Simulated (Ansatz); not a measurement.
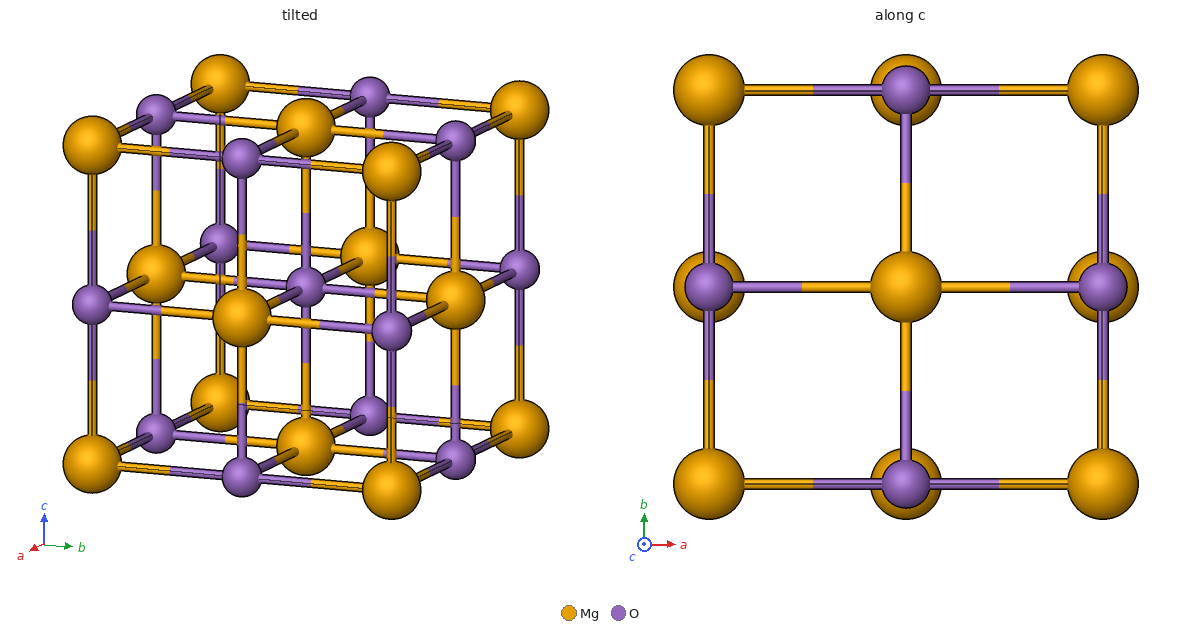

Ball-and-stick representation of a periodic structure, projected slightly off an axis and along the c axis. The frame is the conventional unit cell; atoms at its boundary are shown with their periodic copies.

The lattice constants are a = 4.20 Å, b = 4.20 Å, c = 4.20 Å, α = 90.00°, β = 90.00°, γ = 90.00°.

Q: What composition does the cell have?

A: MgO. The cell holds 4 Mg, 4 O, counting shared atoms by their share.

Q: What is the Bravais lattice?

A: Face-centred cubic.

Q: Name the space group.

A: Fm-3m (No. 225), with Mg on 4a and O on 4b.

Q: Structure type?

A: Rock salt (NaCl type).

Q: Which atoms are bonded to O?

A: Each O has six Mg in an octahedral arrangement at about 2.1 Å.

The structure was taken from a textbook structure type filled with these elements (whether it is the usual form wasn't checked). The geometry was optimised with DFT r2SCAN, scalar-relativistic, plane waves, PAW in Ansatz.
